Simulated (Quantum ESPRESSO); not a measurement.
# ZrB$_{2}$: band-structure run (part 2 of 3)

ZrB$_{2}$ (P6/mmm, 3 atoms in the cell); Kohn-Sham DFT of a periodic cell, PBE, spin-orbit coupling, PseudoDojo 0.4 FR PBE standard, no spin polarisation (Quantum ESPRESSO 7.5); cutoff 1034.03 eV, 10×10×8 k-mesh, fermi-dirac of 0.05 eV. The structure derives from an entry of the Crystallography Open Database.

Geometry of the input (Å; fractional positions):
```
3.1700  0.0000  0.0000
-1.5850  2.7453  0.0000
0.0000  0.0000  3.5330
Zr 0.0000  0.0000  0.0000
B  0.6667  0.3333  0.5000
B  0.3333  0.6667  0.5000
```

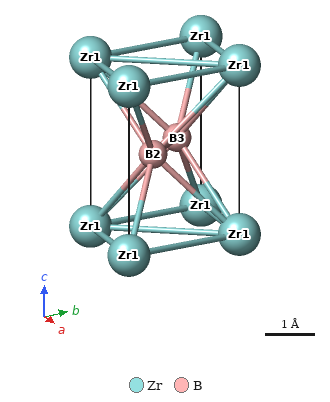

*The structure as given in the input (ball-and-stick view of the cell of the calculation, seen slightly off an axis; atoms are numbered from 1 in the order of the input). An atom can appear more than once, as a periodic image.*

The program's output, continued
```
   -32.7173 -32.7173 -11.9953 -11.9953 -10.3681 -10.3681  -9.8539  -9.8539
     5.2144   5.2144   9.1998   9.1998  13.6560  13.6560  13.9429  13.9429
    15.9474  15.9474  16.9317  16.9317  17.1629  17.1629  17.4027  17.4027
    17.8580  17.8580  21.8412  21.8412  23.4571  23.4571

          k = 0.0000 0.3084 0.0000 (  2326 PWs)   bands (ev):

   -32.7076 -32.7076 -11.9033 -11.9033 -10.2638 -10.2638 -10.0047 -10.0047
     3.9090   3.9090  11.4106  11.4106  12.8398  12.8398  13.1933  13.1933
    13.8238  13.8238  18.0889  18.0889  18.8503  18.8503  19.2061  19.2061
    19.8047  19.8047  22.1072  22.1072  22.6425  22.6426

          k = 0.0000 0.3084 0.1498 (  2339 PWs)   bands (ev):

   -32.7048 -32.7048 -11.9191 -11.9191 -10.2911 -10.2911 -10.0030 -10.0030
     4.0927   4.0927  11.3639  11.3639  12.3309  12.3309  13.1561  13.1561
    14.2666  14.2666  17.6395  17.6395  18.0196  18.0196  20.0736  20.0736
    20.3977  20.3977  21.4826  21.4826  23.0794  23.0794

          k = 0.0000 0.3084 0.2996 (  2323 PWs)   bands (ev):

   -32.6982 -32.6982 -11.9599 -11.9599 -10.3544 -10.3544  -9.9959  -9.9959
     4.5637   4.5637  10.9370  10.9370  11.9273  11.9273  13.0365  13.0365
    14.7838  14.7838  17.1103  17.1103  17.5202  17.5202  20.1606  20.1606
    20.2687  20.2687  22.0633  22.0633  23.3372  23.3373

          k = 0.0000 0.3084 0.4493 (  2316 PWs)   bands (ev):

   -32.6915 -32.6915 -12.0045 -12.0045 -10.4127 -10.4127  -9.9865  -9.9865
     5.0923   5.0923  10.2764  10.2764  11.9178  11.9178  12.8791  12.8791
    14.8591  14.8591  17.3791  17.3791  17.5570  17.5570  19.1676  19.1676
    19.6129  19.6129  23.2808  23.2808  23.7071  23.7071

          k = 0.0000 0.3084-0.5991 (  2332 PWs)   bands (ev):

   -32.6887 -32.6887 -12.0240 -12.0240 -10.4351 -10.4351  -9.9822  -9.9822
     5.3375   5.3375   9.9842   9.9842  11.9360  11.9360  12.8053  12.8053
    14.7821  14.7821  17.7447  17.7447  18.1451  18.1451  18.2950  18.2950
    19.1629  19.1629  23.4242  23.4242  24.1976  24.1976

          k = 0.0000 0.4626 0.0000 (  2330 PWs)   bands (ev):

   -32.6715 -32.6715 -11.9977 -11.9977 -10.3915 -10.3915 -10.0837 -10.0837
     4.7725   4.7725   9.9703   9.9703  12.3853  12.3853  13.0445  13.0445
    13.7623  13.7623  18.3541  18.3541  18.5189  18.5189  19.1108  19.1108
    19.6376  19.6376  22.2107  22.2107  23.6361  23.6361

          k = 0.0000 0.4626 0.1498 (  2322 PWs)   bands (ev):

   -32.6688 -32.6688 -12.0080 -12.0080 -10.4099 -10.4099 -10.0905 -10.0905
     4.9020   4.9020   9.8815   9.8815  12.3508  12.3508  12.8611  12.8611
    13.8190  13.8190  17.8274  17.8274  18.3904  18.3904  19.7215  19.7215
    20.1626  20.1626  22.4914  22.4914  23.3259  23.3259

          k = 0.0000 0.4626 0.2996 (  2321 PWs)   bands (ev):

   -32.6624 -32.6624 -12.0353 -12.0353 -10.4582 -10.4582 -10.0985 -10.0985
     5.1978   5.1978   9.7966   9.7966  12.1222  12.1222  12.4555  12.4555
    13.9042  13.9042  17.4091  17.4091  18.4534  18.4534  20.8637  20.8637
    21.0296  21.0296  21.5227  21.5227  24.1260  24.1260

          k = 0.0000 0.4626 0.4493 (  2314 PWs)   bands (ev):

   -32.6559 -32.6559 -12.0659 -12.0659 -10.5081 -10.5081 -10.0984 -10.0984
     5.4567   5.4567  10.0118  10.0118  11.5412  11.5412  12.0925  12.0925
    13.9245  13.9245  17.8327  17.8327  18.7698  18.7698  20.2130  20.2130
    20.9715  20.9715  22.5955  22.5955  24.5484  24.5484

          k = 0.0000 0.4626-0.5991 (  2294 PWs)   bands (ev):

   -32.6532 -32.6532 -12.0796 -12.0796 -10.5285 -10.5285 -10.0968 -10.0968
     5.5484   5.5484  10.4131  10.4131  10.9724  10.9724  11.9529  11.9529
    13.9264  13.9264  18.8646  18.8646  18.9392  18.9392  19.0019  19.0019
    20.8106  20.8106  23.6486  23.6486  24.3115  24.3115

          k = 0.0000 0.6168 0.0000 (  2318 PWs)   bands (ev):

   -32.6421 -32.6421 -12.0897 -12.0897 -10.5023 -10.5023 -10.1138 -10.1138
     5.8562   5.8562   8.5348   8.5348  12.0801  12.0801  12.8806  12.8806
    13.3774  13.3774  18.2725  18.2725  18.3860  18.3860  19.7478  19.7478
    20.3943  20.3943  22.2475  22.2475  24.8821  24.8821

          k = 0.0000 0.6168 0.1498 (  2312 PWs)   bands (ev):

   -32.6395 -32.6395 -12.0959 -12.0959 -10.5149 -10.5149 -10.1260 -10.1260
     5.9225   5.9225   8.4410   8.4410  12.3236  12.3236  12.6051  12.6051
    13.3581  13.3581  17.8392  17.8392  18.6831  18.6831  20.2618  20.2618
    20.5472  20.5472  22.8441  22.8441  23.7982  23.7983

          k = 0.0000 0.6168 0.2996 (  2324 PWs)   bands (ev):

   -32.6332 -32.6332 -12.1130 -12.1130 -10.5505 -10.5505 -10.1463 -10.1463
     5.9720   5.9720   8.4884   8.4884  12.0504  12.0504  12.6204  12.6204
    13.2740  13.2740  17.5299  17.5299  19.5152  19.5152  20.9990  20.9990
    21.1250  21.1250  22.5339  22.5339  23.9456  23.9456

          k = 0.0000 0.6168 0.4493 (  2328 PWs)   bands (ev):

   -32.6268 -32.6268 -12.1330 -12.1330 -10.5906 -10.5906 -10.1563 -10.1563
     5.8763   5.8763   8.9438   8.9438  11.5992  11.5992  12.0738  12.0738
    13.5610  13.5610  18.1753  18.1753  20.1638  20.1638  21.0784  21.0784
    21.6485  21.6485  22.0797  22.0797  24.3452  24.3452

          k = 0.0000 0.6168-0.5991 (  2312 PWs)   bands (ev):

   -32.6242 -32.6242 -12.1422 -12.1422 -10.6080 -10.6080 -10.1580 -10.1580
     5.8078   5.8078   9.3083   9.3083  11.4318  11.4318  11.6191  11.6191
    13.7234  13.7234  19.4213  19.4213  19.6098  19.6098  20.3984  20.3984
    21.9534  21.9534  22.6365  22.6365  24.1123  24.1123

          k = 0.0000-0.7710 0.0000 (  2294 PWs)   bands (ev):

   -32.6308 -32.6308 -12.1284 -12.1284 -10.5431 -10.5431 -10.1210 -10.1210
     6.9110   6.9110   7.3628   7.3628  11.9747  11.9747  12.8120  12.8120
    13.1936  13.1936  18.1151  18.1151  18.1834  18.1834  20.7700  20.7700
    20.8900  20.8900  22.4160  22.4160  23.5798  23.5798

          k = 0.0000-0.7710 0.1498 (  2312 PWs)   bands (ev):

   -32.6282 -32.6282 -12.1331 -12.1331 -10.5540 -10.5540 -10.1346 -10.1346
     7.0887   7.0887   7.1343   7.1343  12.3105  12.3105  12.5073  12.5073
    13.1731  13.1731  17.6517  17.6517  18.7418  18.7418  20.8396  20.8396
    21.5013  21.5013  22.3741  22.3741  23.6553  23.6553

          k = 0.0000-0.7710 0.2996 (  2330 PWs)   bands (ev):

   -32.6220 -32.6220 -12.1465 -12.1465 -10.5854 -10.5854 -10.1588 -10.1588
     6.5559   6.5559   7.7152   7.7152  11.9093  11.9093  12.8700  12.8700
    13.0233  13.0233  17.4205  17.4205  20.0562  20.0562  20.9681  20.9681
    22.1335  22.1335  22.2919  22.2919  23.7813  23.7813

          k = 0.0000-0.7710 0.4493 (  2326 PWs)   bands (ev):

   -32.6157 -32.6157 -12.1627 -12.1627 -10.6220 -10.6220 -10.1723 -10.1723
     6.1132   6.1132   8.4602   8.4602  11.4322  11.4322  12.1798  12.1798
    13.6263  13.6263  18.2264  18.2264  21.0997  21.0997  21.4678  21.4678
    21.5573  21.5573  22.1638  22.1638  23.8472  23.8472

          k = 0.0000-0.7710-0.5991 (  2336 PWs)   bands (ev):

   -32.6131 -32.6131 -12.1703 -12.1703 -10.6380 -10.6380 -10.1754 -10.1754
     5.9485   5.9485   8.8758   8.8758  11.2570  11.2570  11.7414  11.7414
    13.8587  13.8587  19.6130  19.6130  19.9863  19.9863  21.1602  21.1602
    22.1045  22.1045  22.3500  22.3500  23.9035  23.9035

          k = 0.1335 0.2313 0.0000 (  2331 PWs)   bands (ev):

   -32.7165 -32.7165 -11.8827 -11.8827 -10.2352 -10.2352  -9.9765  -9.9765
     3.7253   3.7253  11.8505  11.8505  12.9728  12.9728  13.0304  13.0304
    13.8673  13.8673  18.2824  18.2824  18.6829  18.6829  19.1208  19.1208
    20.2125  20.2125  22.3844  22.3847  22.4981  22.4981

          k = 0.1335 0.2313 0.1498 (  2332 PWs)   bands (ev):

   -32.7138 -32.7138 -11.8999 -11.8999 -10.2642 -10.2642  -9.9730  -9.9730
     3.9201   3.9201  11.9252  11.9252  12.1606  12.1606  13.0463  13.0463
    14.6025  14.6025  17.0646  17.0646  18.7196  18.7196  19.6514  19.6514
    20.5710  20.5710  22.0173  22.0173  22.4405  22.4410

          k = 0.1335 0.2313 0.2996 (  2327 PWs)   bands (ev):

   -32.7071 -32.7071 -11.9442 -11.9442 -10.3300 -10.3300  -9.9634  -9.9634
     4.4268   4.4268  11.0444  11.0444  12.1202  12.1202  13.0575  13.0575
    15.6483  15.6483  15.9703  15.9703  18.2009  18.2009  19.2828  19.2828
    20.3106  20.3106  22.7185  22.7185  23.0319  23.0320

          k = 0.1335 0.2313 0.4493 (  2327 PWs)   bands (ev):

   -32.7004 -32.7004 -11.9924 -11.9924 -10.3893 -10.3893  -9.9526  -9.9526
     5.0138   5.0138  10.1259  10.1259  12.3344  12.3344  13.0347  13.0347
    15.2974  15.2974  16.7504  16.7504  18.0022  18.0022  18.5014  18.5014
    19.3263  19.3263  22.9608  22.9608  23.8403  23.8403

          k = 0.1335 0.2313-0.5991 (  2330 PWs)   bands (ev):

   -32.6976 -32.6976 -12.0135 -12.0135 -10.4120 -10.4120  -9.9480  -9.9480
     5.2968   5.2968   9.7427   9.7427  12.4296  12.4296  13.0140  13.0140
    15.0801  15.0801  17.4418  17.4418  18.1471  18.1471  18.2119  18.2119
    18.4647  18.4647  23.0135  23.0135  24.1053  24.1054

          k = 0.1335 0.3855 0.0000 (  2331 PWs)   bands (ev):

   -32.6840 -32.6840 -11.9601 -11.9601 -10.3318 -10.3318 -10.0805 -10.0805
     4.4420   4.4420  10.6549  10.6549  12.5202  12.5202  12.5835  12.5835
    14.3828  14.3828  17.6464  17.6464  17.8092  17.8092  19.6759  19.6759
    20.6836  20.6836  22.6402  22.6402  22.6803  22.6803

          k = 0.1335 0.3855 0.1498 (  2326 PWs)   bands (ev):

   -32.6813 -32.6813 -11.9724 -11.9724 -10.3538 -10.3538 -10.0837 -10.0837
     4.5917   4.5917  10.6369  10.6369  12.0292  12.0292  12.6997  12.6997
    14.6915  14.6915  16.5083  16.5083  19.1194  19.1194  19.6485  19.6485
    20.7593  20.7593  22.0666  22.0666  23.1231  23.1231

          k = 0.1335 0.3855 0.2996 (  2317 PWs)   bands (ev):

   -32.6748 -32.6748 -12.0045 -12.0045 -10.4091 -10.4091 -10.0844 -10.0844
     4.9560   4.9560  10.5747  10.5747  11.5081  11.5081  12.5466  12.5466
    14.7027  14.7027  16.4380  16.4380  18.9359  18.9359  20.1962  20.1962
    21.3496  21.3496  21.7218  21.7218  23.6185  23.6185

          k = 0.1335 0.3855 0.4493 (  2314 PWs)   bands (ev):

   -32.6682 -32.6682 -12.0401 -12.0401 -10.4638 -10.4638 -10.0789 -10.0789
     5.3222   5.3222  10.5619  10.5619  11.1524  11.1524  12.2712  12.2712
    14.2926  14.2926  17.4234  17.4234  18.7806  18.7806  19.6106  19.6106
    20.6706  20.6706  23.2016  23.2016  24.2936  24.2937

          k = 0.1335 0.3855-0.5991 (  2306 PWs)   bands (ev):

   -32.6655 -32.6655 -12.0560 -12.0560 -10.4855 -10.4855 -10.0755 -10.0755
     5.4732   5.4732  10.6692  10.6692  10.9249  10.9249  12.1308  12.1308
    14.1342  14.1342  18.2754  18.2754  18.9160  18.9160  19.0067  19.0067
    20.0405  20.0405  24.1180  24.1180  24.3247  24.3247

          k = 0.1335 0.5397 0.0000 (  2314 PWs)   bands (ev):

   -32.6512 -32.6512 -12.0526 -12.0526 -10.4510 -10.4510 -10.1356 -10.1356
     5.4201   5.4201   9.3066   9.3066  12.0269  12.0269  12.2740  12.2740
    14.4735  14.4735  16.9496  16.9496  18.1284  18.1284  20.4046  20.4046
    20.7185  20.7185  22.6322  22.6322  24.0979  24.0979

          k = 0.1335 0.5397 0.1498 (  2317 PWs)   bands (ev):

   -32.6486 -32.6486 -12.0603 -12.0603 -10.4641 -10.4641 -10.1472 -10.1472
     5.5069   5.5069   9.2284   9.2284  11.8011  11.8011  12.4994  12.4994
    14.2250  14.2250  16.8984  16.8984  18.9819  18.9819  19.8493  19.8493
    21.0336  21.0336  23.2656  23.2656  23.3953  23.3953

          k = 0.1335 0.5397 0.2996 (  2318 PWs)   bands (ev):

   -32.6422 -32.6422 -12.0810 -12.0810 -10.5020 -10.5020 -10.1646 -10.1646
     5.6648   5.6648   9.1940   9.1940  11.5440  11.5440  12.5398  12.5398
    13.7957  13.7957  17.3169  17.3169  19.5177  19.5177  20.4719  20.4719
    21.3979  21.3979  22.2943  22.2943  24.2494  24.2494

          k = 0.1335 0.5397 0.4493 (  2313 PWs)   bands (ev):

   -32.6358 -32.6358 -12.1049 -12.1049 -10.5452 -10.5452 -10.1706 -10.1706
     5.7373   5.7373   9.4151   9.4151  11.3823  11.3823  12.1041  12.1041
    13.6217  13.6217  18.1820  18.1820  19.7390  19.7390  20.6299  20.6299
    21.6960  21.6960  22.3704  22.3704  24.5034  24.5034

          k = 0.1335 0.5397-0.5991 (  2318 PWs)   bands (ev):

   -32.6332 -32.6332 -12.1158 -12.1158 -10.5638 -10.5638 -10.1708 -10.1708
     5.7419   5.7419   9.6075   9.6075  11.5112  11.5112  11.6008  11.6008
    13.6072  13.6072  19.1028  19.1028  19.6899  19.6899  20.0418  20.0418
    21.4914  21.4914  23.2968  23.2968  24.2277  24.2277

          k = 0.1335 0.6939 0.0000 (  2313 PWs)   bands (ev):

   -32.6308 -32.6308 -12.1169 -12.1169 -10.5271 -10.5271 -10.1549 -10.1549
     6.5834   6.5834   7.9441   7.9441  11.7306  11.7306  12.1247  12.1247
    14.3111  14.3111  16.4359  16.4359  19.4183  19.4183  20.1838  20.1838
    20.9121  20.9121  23.1832  23.1832  24.4457  24.4457

          k = 0.1335 0.6939 0.1498 (  2315 PWs)   bands (ev):

   -32.6283 -32.6283 -12.1221 -12.1221 -10.5361 -10.5361 -10.1700 -10.1700
     6.6095   6.6095   7.8672   7.8672  11.6450  11.6450  12.4186  12.4186
    13.8201  13.8201  17.0353  17.0353  19.5706  19.5706  19.8274  19.8274
    21.4766  21.4766  23.3046  23.3046  24.1532  24.1532

          k = 0.1335 0.6939 0.2996 (  2324 PWs)   bands (ev):

   -32.6220 -32.6220 -12.1364 -12.1364 -10.5640 -10.5640 -10.1965 -10.1965
     6.4462   6.4462   8.0405   8.0405  11.4223  11.4223  12.8567  12.8567
    13.2268  13.2268  17.7887  17.7887  19.9310  19.9310  20.3848  20.3848
    21.9289  21.9289  22.8837  22.8837  24.2928  24.2928

          k = 0.1335 0.6939 0.4493 (  2325 PWs)   bands (ev):

   -32.6157 -32.6157 -12.1535 -12.1535 -10.5987 -10.5987 -10.2108 -10.2108
     6.1408   6.1408   8.5200   8.5200  11.2189  11.2189  12.3345  12.3345
    13.5363  13.5363  18.6046  18.6046  20.6616  20.6616  21.1664  21.1664
    21.9503  21.9503  22.3508  22.3508  24.0635  24.0636

          k = 0.1335 0.6939-0.5991 (  2326 PWs)   bands (ev):

   -32.6131 -32.6131 -12.1615 -12.1615 -10.6144 -10.6144 -10.2137 -10.2137
     6.0076   6.0076   8.7782   8.7782  11.2120  11.2120  11.9487  11.9487
    13.7050  13.7050  19.6048  19.6048  20.3070  20.3070  21.0909  21.0909
    22.1768  22.1768  22.4966  22.4966  23.8138  23.8138

          k = 0.2671 0.4626 0.0000 (  2324 PWs)   bands (ev):

   -32.6547 -32.6547 -12.0349 -12.0349 -10.4148 -10.4148 -10.1662 -10.1662
     5.2762   5.2762   9.8452   9.8452  11.4051  11.4051  12.4177  12.4177
    15.3360  15.3360  16.4063  16.4063  17.0273  17.0273  20.9068  20.9068
    22.2923  22.2923  22.6014  22.6014  23.2658  23.2658

          k = 0.2671 0.4626 0.1498 (  2320 PWs)   bands (ev):

   -32.6521 -32.6521 -12.0434 -12.0434 -10.4274 -10.4274 -10.1779 -10.1779
     5.3694   5.3694   9.8337   9.8337  11.1227  11.1227  12.5590  12.5590
    15.2356  15.2356  15.7564  15.7564  18.5245  18.5245  20.7314  20.7314
    21.8737  21.8737  22.1154  22.1154  24.0916  24.0916

          k = 0.2671 0.4626 0.2996 (  2314 PWs)   bands (ev):
```
